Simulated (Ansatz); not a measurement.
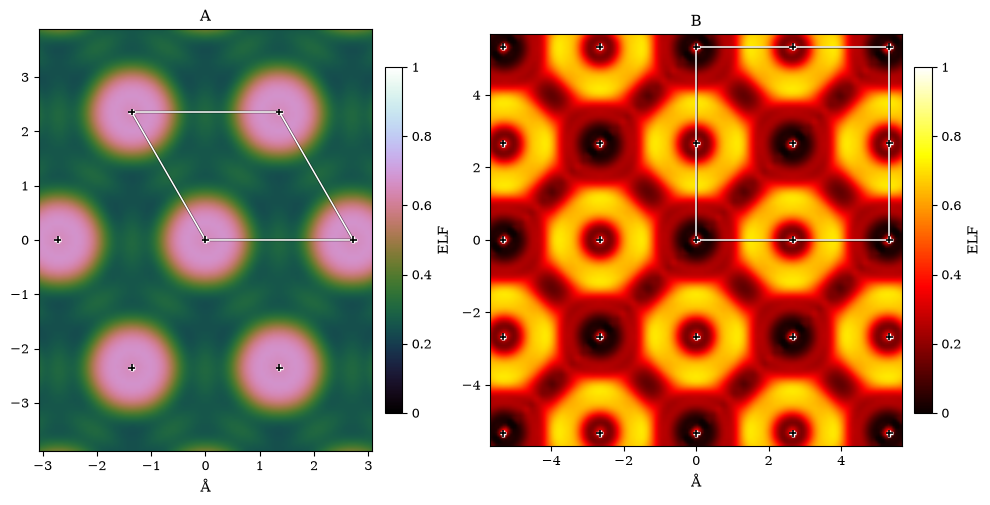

The electron localisation function of 2 systems, each on a plane through atoms (crosses mark nuclei in the plane).

Computed with Kohn-Sham DFT of a periodic cell, HSE06, Ansatz PAW (Ansatz 0.2.0).

System 1: Pt, the (001) plane of the conventional cell. Space group P6₃/mmc; a structure from a database of computed crystals, not necessarily the ambient phase.

System 2: GaAs, the (010) plane of the conventional cell. Space group Fm-3m; a generated structure, not necessarily the stable one.

```cif
data_structure
_symmetry_space_group_name_H-M 'P 1'
_symmetry_Int_Tables_number 1
_cell_length_a 5.3275
_cell_length_b 5.3275
_cell_length_c 5.3275
_cell_angle_alpha 90.000
_cell_angle_beta 90.000
_cell_angle_gamma 90.000
_cell_volume 151.21
loop_
_atom_site_label
_atom_site_type_symbol
_atom_site_fract_x
_atom_site_fract_y
_atom_site_fract_z
_atom_site_occupancy
Ga1 Ga 0.00000 0.00000 0.00000 1
Ga2 Ga 0.50000 0.50000 0.00000 1
Ga3 Ga 0.50000 0.00000 0.50000 1
Ga4 Ga 0.00000 0.50000 0.50000 1
As1 As 0.50000 0.00000 0.00000 1
As2 As 0.00000 0.50000 0.00000 1
As3 As 0.00000 0.00000 0.50000 1
As4 As 0.50000 0.50000 0.50000 1
```

Q: Which map belongs to which system?

A: Panel A is system 1, Pt: the plane holds Pt. Pt–Pt (2.72 Å): the ELF is about 0.30 at the midpoint (no localised pair shows between them). Panel B is system 2, GaAs: the plane holds Ga and As. Ga–As (2.66 Å): the ELF peaks at about 0.70 between the atoms.
